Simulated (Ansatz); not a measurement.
## Geometry relaxation, with input and output: Ni$_{3}$Si (part 2 of 2)

Ni$_{3}$Si (Pm-3m, 4 atoms in the cell); DFT PBE, scalar-relativistic, plane waves, PAW, no spin polarisation (Ansatz 0.2.0); cutoff 420 eV, 14×14×14 k-mesh, Gaussian smearing of 0.1 eV. The structure was made by a generator, so it may or may not be a known phase.

Geometry of the input (Å; fractional positions):
```
3.5049  0.0000  0.0000
0.0000  3.5049  0.0000
0.0000  0.0000  3.5049
Si 0.0000  0.0000  0.0000
Ni 0.0000  0.5000  0.5000
Ni 0.5000  0.0000  0.5000
Ni 0.5000  0.5000  0.0000
```

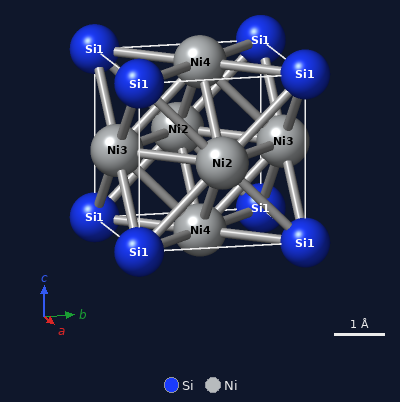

*The geometry at step 2 of the log (ball-and-stick view of the cell of the calculation, seen slightly off an axis; atoms are numbered from 1 in the order of the input).*

What the program printed, continued:
```
SCF iter   1: F=—  HF=-18156.805911 eV  |F-HF|=—  |Δ(HF+E_count)|=         —  Δρ=9.46e-5  dr2=2.29e-6  ethr=3.95e-9  ⟨swp⟩=2.0  Hψ=17944  notcnv=0
preconditioner: auto → Kerker (q_TF=auto, 2.867 Å⁻¹)  [metal: Δε(μ)=0.018 eV  Ē_g=7.344 eV  σ=0.100 eV  W_gap=0.10  n_scr=18 (ndim 8)  ℏωp=33.0 eV  f_vac=0.001  D(μ)=2.04/eV (n_scr^D=18)]
SCF iter   2: F=—  HF=-18156.805847 eV  |F-HF|=—  |Δ(HF+E_count)|=   6.34e-5  Δρ=2.78e-5  dr2=2.32e-7  ethr=3.95e-9  ⟨swp⟩=2.2  Hψ=6138  notcnv=0
iter 3 did not close the SCF: its close was put off for the readings that it lacked (scf_convergence_deferred on its scf_iter line)
SCF iter   3: F=-18156.805847 eV  HF=-18156.805847 eV  |F-HF|=1.53e-8  |Δ(HF+E_count)|=   7.56e-8  Δρ=8.38e-6  dr2=2.57e-8  ethr=4.00e-10  ⟨swp⟩=1.2  Hψ=4343  notcnv=0
iter 4 did not close the SCF: its close was put off for the readings that it lacked (scf_convergence_deferred on its scf_iter line)
SCF iter   4: F=-18156.805847 eV  HF=-18156.805847 eV  |F-HF|=3.10e-9  |Δ(HF+E_count)|=   4.11e-9  Δρ=3.57e-6  dr2=5.41e-9  ethr=4.43e-11  ⟨swp⟩=2.0  Hψ=5954  notcnv=0
iter 5 did not close the SCF: its close was put off for the readings that it lacked (scf_convergence_deferred on its scf_iter line)
SCF iter   5: F=-18156.805847 eV  HF=-18156.805847 eV  |F-HF|=3.89e-10  |Δ(HF+E_count)|=  6.00e-10  Δρ=7.57e-7  dr2=4.20e-10  ethr=9.32e-12  ⟨swp⟩=2.0  Hψ=4702  notcnv=0
SCF iter   6: F=-18156.805847 eV  HF=-18156.805847 eV  |F-HF|=1.09e-11  |Δ(HF+E_count)|=  1.53e-10  Δρ=1.36e-7  dr2=1.27e-11  ethr=1.00e-12  ⟨swp⟩=5.0  Hψ=22232  notcnv=0
SCF 3 converged in 6 iterations: F = -18156.805847 eV  dr2 = 1.27e-11
  greatest PAW one-centre occupation: 1.001 electrons in one spin orbital (limit 2), on the Ni atom at site 1 (counted from 0), in its partial waves of l = 1
relax step   3: F+E_penalty+E_count = -18156.80584723 eV  Δ(F+E_penalty+E_count) = -1.465e-6 eV  max|allowed force component| = 1.392e-29 eV/Å  Δτ_max = 0.0000 Å  P = +0.001 GPa  Ω = 43.107 Å³  energy of the carried Pulay correction = -1.731e-5 eV  (6 SCF iters, accepted)
Initial wavefunctions: pseudopotential atomic-orbital guess (no wavefunctions were taken with the density)
iter 1 solved again at ethr=2.42e-7 eV; its pass at ethr=3.10e-3 eV (dr2=1.40e-4 eV) is discarded
SCF iter   1: F=—  HF=-18156.805929 eV  |F-HF|=—  |Δ(HF+E_count)|=         —  Δρ=2.61e-6  dr2=1.13e-9  ethr=2.42e-7  ⟨swp⟩=3.0  Hψ=26323  notcnv=0
eigensolver tolerance schedule: the retry pair's looser diagonalisation over-reported the residual by 123838.97 of it (diagonalisation noise at an unbounded share of the residual, at the tolerance the schedule requests for it); recorded, not acted on — ethr = c·dr2/N_el stays at c = 1.0e-1
SCF iter   2: F=—  HF=-18156.805864 eV  |F-HF|=—  |Δ(HF+E_count)|=   6.51e-5  Δρ=1.10e-6  dr2=1.72e-10  ethr=1.95e-12  ⟨swp⟩=3.4  Hψ=11366  notcnv=0
SCF iter   3: F=—  HF=-18156.805864 eV  |F-HF|=—  |Δ(HF+E_count)|=  1.09e-10  Δρ=9.96e-7  dr2=2.65e-10  ethr=1.00e-12  ⟨swp⟩=2.5  Hψ=6910  notcnv=0
iter 4 did not close the SCF: its close was put off for the readings that it lacked (scf_convergence_deferred on its scf_iter line)
SCF iter   4: F=-18156.805864 eV  HF=-18156.805864 eV  |F-HF|=3.64e-12  |Δ(HF+E_count)|=  3.64e-11  Δρ=2.01e-7  dr2=5.83e-12  ethr=1.00e-12  ⟨swp⟩=1.5  Hψ=4452  notcnv=0
iter 5 did not close the SCF: its close was put off for the readings that it lacked (scf_convergence_deferred on its scf_iter line)
SCF iter   5: F=-18156.805864 eV  HF=-18156.805864 eV  |F-HF|=3.64e-12  |Δ(HF+E_count)|=  7.28e-12  Δρ=1.00e-7  dr2=3.09e-12  ethr=1.00e-12  ⟨swp⟩=1.0  Hψ=4200  notcnv=0
iter 6 did not close the SCF: its close was put off for the readings that it lacked (scf_convergence_deferred on its scf_iter line)
SCF iter   6: F=-18156.805864 eV  HF=-18156.805864 eV  |F-HF|=1.09e-11  |Δ(HF+E_count)|=  3.64e-12  Δρ=7.78e-8  dr2=1.74e-12  ethr=1.00e-12  ⟨swp⟩=1.0  Hψ=4200  notcnv=0
iter 7 did not close the SCF: its close was put off for the readings that it lacked (scf_convergence_deferred on its scf_iter line)
SCF iter   7: F=-18156.805864 eV  HF=-18156.805864 eV  |F-HF|=0.00e0  |Δ(HF+E_count)|=    0.00e0  Δρ=3.78e-8  dr2=3.99e-13  ethr=1.00e-12  ⟨swp⟩=1.0  Hψ=4200  notcnv=0
SCF iter   8: F=-18156.805864 eV  HF=-18156.805864 eV  |F-HF|=7.28e-12  |Δ(HF+E_count)|=  7.28e-12  Δρ=4.63e-9  dr2=5.51e-15  ethr=1.00e-12  ⟨swp⟩=3.1  Hψ=15887  notcnv=0
SCF 4 converged in 8 iterations: F = -18156.805864 eV  dr2 = 5.51e-15
relax step   4: F+E_penalty+E_count = -18156.80586401 eV  Δ(F+E_penalty+E_count) = -1.678e-5 eV  max|allowed force component| = 8.579e-30 eV/Å  Δτ_max = 0.0000 Å  P = +0.000 GPa  Ω = 43.107 Å³  stress off target by 1.49e-4 GPa  SCF on the basis re-selected at this cell (its energy is not comparable with the rows above)  (8 SCF iters)
basis re-selected at this cell: Δ(F+E_penalty+E_count) = -1.678e-5 eV, ΔP = -0.000 GPa vs the last step (what re-selecting the basis moved, of the pressure what is left beyond the Pulay correction that the steps carried, after the strain that the cell walked since its last selection, with what the two solves' SCF thresholds leave and, on support functions, any second-order correction that the steps lacked; it is no measure of the basis error at this ecutwfc). This SCF's stress stands 1.49e-4 GPa from its target on what of the cell is left free (relax.cell.stress_tol is 5.00e-2 GPa) and its largest allowed force component is 8.58e-30 eV/Å (relax.f_tol is 1.00e-2 eV/Å): within both
SCF converged after 8 iterations
Free energy (F): -18156.805864 eV
Harris-Foulkes:  -18156.805864 eV  (|F-HF|=7.28e-12)
Internal energy: -18156.795665 eV  (E = F + TS)
E sigma→0 (E₀):  -18156.800764 eV
Entropy (-TS):   -0.010199 eV (-2.550 meV/atom)
Fermi energy:    17.510862 eV
--- Per-component energies (eV) ---
  E_band       = -844.873831
  E_kinetic    = 895.849193
  E_local      = -11627.938458  (includes V_loc(G=0)·N_el)
  E_nonlocal   = 1931.856749
  E_hartree    = 4958.696181
  E_xc         = -313.170791
  E_vxc        = -379.745292  (∫ρ·V_xc dr)
  E_paw        = -5403.884217  (= ΣΔE_a)
  E_vpaw       = -1582.289944  (= ΣTr[D̂ρ^β])
  E_aug_tail   = 0.001554  (compensation charges beyond the density's cutoff)
  E_ewald      = -8598.205876
  E_smearing   = -0.010199  (= −TS)
  E_closure    = -0.000000  (closes the sum)
  Σ components = -18156.805864   (vs F -18156.805864, Δ=0.00e0)
--- Forces (eV/Å), atoms counted from 1 ---
  atom   1  Si     0.00000000     0.00000000     0.00000000
  atom   2  Ni     0.00000000     0.00000000    -0.00000000
  atom   3  Ni     0.00000000     0.00000000    -0.00000000
  atom   4  Ni     0.00000000     0.00000000    -0.00000000
  max |Σ_I F_I| component: 1.62e-29 eV/Å
--- Stress (GPa, compression-positive) ---
        0.000149       0.000000       0.000000
        0.000000       0.000149       0.000000
        0.000000       0.000000       0.000149
  P = ⅓ Tr σ = 0.0001 GPa (0.001 kbar)
--- Band table (eV; the first three rows and the last of 120) ---
  k-point 0: bands = ["-85.6790", "-85.6432", "-85.6432", "-46.1509", "-46.1509", "-46.1509", "-46.0945", "-46.0945", "-46.0945", "-45.9326", "-45.9326", "-45.9326", "5.5178", "12.5788", "13.4199", "13.4199", "13.9450", "13.9450", "13.9450", "15.9552", "15.9552", "15.9552", "16.5654", "16.5654", "16.5654", "16.8838", "16.8838", "17.2183", "17.5445", "17.5445", "17.5445", "22.2984", "23.7999", "23.7999", "28.0069"]
  k-point 1: bands = ["-85.6786", "-85.6436", "-85.6432", "-46.1500", "-46.1500", "-46.1496", "-46.0948", "-46.0948", "-46.0946", "-45.9341", "-45.9332", "-45.9332", "5.5778", "12.5927", "13.3315", "13.4628", "13.9397", "13.9397", "13.9625", "15.8128", "15.8128", "15.9359", "16.3651", "16.6553", "16.6553", "16.8850", "16.8982", "17.1934", "17.5446", "17.6509", "17.6509", "22.4507", "23.7876", "23.9855", "27.8189"]
  k-point 2: bands = ["-85.6774", "-85.6447", "-85.6432", "-46.1472", "-46.1472", "-46.1460", "-46.0957", "-46.0957", "-46.0948", "-45.9383", "-45.9351", "-45.9351", "5.7559", "12.5603", "13.1161", "13.5880", "13.9213", "13.9213", "14.0137", "15.5814", "15.5814", "15.8799", "16.0065", "16.7061", "16.7061", "16.8520", "16.8865", "17.1203", "17.5448", "17.9993", "17.9993", "22.6709", "23.7510", "24.6088", "27.1780"]
  k-point 119: bands = ["-85.6550", "-85.6550", "-85.6550", "-46.1750", "-46.1750", "-46.1750", "-46.0992", "-46.0406", "-46.0406", "-46.0406", "-45.9004", "-45.9004", "9.3249", "13.1980", "13.1980", "13.1980", "13.7287", "13.7287", "13.7287", "15.2917", "15.2917", "15.2917", "16.0531", "16.0531", "16.0531", "16.2669", "16.2669", "17.0161", "17.3064", "17.3064", "17.3064", "18.7201", "21.4918", "21.4918", "21.4918"]
--- Relaxed structure (3 steps of the walk, 3 accepted, 1 SCFs on fresh bases) ---
  F+E_penalty+E_count = -18156.80586401 eV   max|allowed force component| = 8.579e-30 eV/Å   (the final SCF, on the basis selected at the relaxed cell)
  cell:  # Å, volume = 43.1073 Å³
    - [3.5063093254867805, -3.811736348266405e-34, -1.0030885127016853e-36]
    - [-3.831798118520438e-34, 3.5063093254867805, -1.2839532962581572e-34]
    - [-3.009265538105056e-36, -1.2839532962581572e-34, 3.5063093254867805]
  atoms:
    - { symbol: Si, position: [1.0732371003136732e-37, 6.707731856844591e-39, 1.7887284989913907e-38] }
    - { symbol: Ni, position: [-3.577456998374564e-38, 0.5, 0.5] }
    - { symbol: Ni, position: [0.5, -2.235910576981259e-39, 0.5] }
    - { symbol: Ni, position: [0.5, 0.5, -2.6830927490863614e-38] }
```

Trajectory as extended XYZ (Å, eV, eV/Å), 4 frames, from step=1 to step=4:
```
4
Lattice="3.5049 0.0000 0.0000 0.0000 3.5049 0.0000 0.0000 0.0000 3.5049" Properties=species:S:1:pos:R:3:forces:R:3 step=1 energy=-18156.80582 pressure_GPa=0.26
Si    0.0000    0.0000    0.0000    0.0000   0.0000   0.0000
Ni    0.0000    1.7524    1.7524    0.0000   0.0000   0.0000
Ni    1.7524    0.0000    1.7524    0.0000   0.0000   0.0000
Ni    1.7524    1.7524    0.0000    0.0000   0.0000   0.0000
4
Lattice="3.5056 0.0000 0.0000 0.0000 3.5056 0.0000 0.0000 0.0000 3.5056" Properties=species:S:1:pos:R:3:forces:R:3 step=2 energy=-18156.80585 pressure_GPa=0.12
Si    0.0000    0.0000    0.0000    0.0000   0.0000   0.0000
Ni    0.0000    1.7528    1.7528    0.0000   0.0000   0.0000
Ni    1.7528    0.0000    1.7528    0.0000   0.0000   0.0000
Ni    1.7528    1.7528    0.0000    0.0000   0.0000   0.0000
4
Lattice="3.5063 0.0000 0.0000 0.0000 3.5063 0.0000 0.0000 0.0000 3.5063" Properties=species:S:1:pos:R:3:forces:R:3 step=3 energy=-18156.80585 pressure_GPa=0.00
Si    0.0000    0.0000    0.0000    0.0000   0.0000   0.0000
Ni    0.0000    1.7532    1.7532    0.0000   0.0000   0.0000
Ni    1.7532    0.0000    1.7532    0.0000   0.0000   0.0000
Ni    1.7532    1.7532    0.0000    0.0000   0.0000   0.0000
4
Lattice="3.5063 0.0000 0.0000 0.0000 3.5063 0.0000 0.0000 0.0000 3.5063" Properties=species:S:1:pos:R:3:forces:R:3 step=4 energy=-18156.80586 pressure_GPa=0.00
Si    0.0000    0.0000    0.0000    0.0000   0.0000   0.0000
Ni    0.0000    1.7532    1.7532    0.0000   0.0000   0.0000
Ni    1.7532    0.0000    1.7532    0.0000   0.0000   0.0000
Ni    1.7532    1.7532    0.0000    0.0000   0.0000   0.0000
```

Key numbers:

| quantity | value |
| --- | --- |
| outcome | converged |
| space group (tolerance 0.01 Å) | Pm-3m (221) |
| electrons treated | 58 |
| free energy | −18156.8059 eV |
| Fermi energy | 17.511 eV |
| gap on the k-point mesh | none (metallic) |
| pressure | 0.00 GPa |
| final volume | 43.11 Å³ |
| largest force (length of the vector) at the end | under 0.001 eV/Å |
| final cell | a = 3.506 Å, b = 3.506 Å, c = 3.506 Å, α = 90.00°, β = 90.00°, γ = 90.00° |
| hardware | 1 thread of Intel Xeon @ 2.50GHz (Skylake/Cascade Lake), 189 GiB of memory available, shared host |
| wall time | 90 s |
| peak memory | 0.46 GiB |

Remarks:

The run has no spin polarisation, so a magnetic state may lie lower.
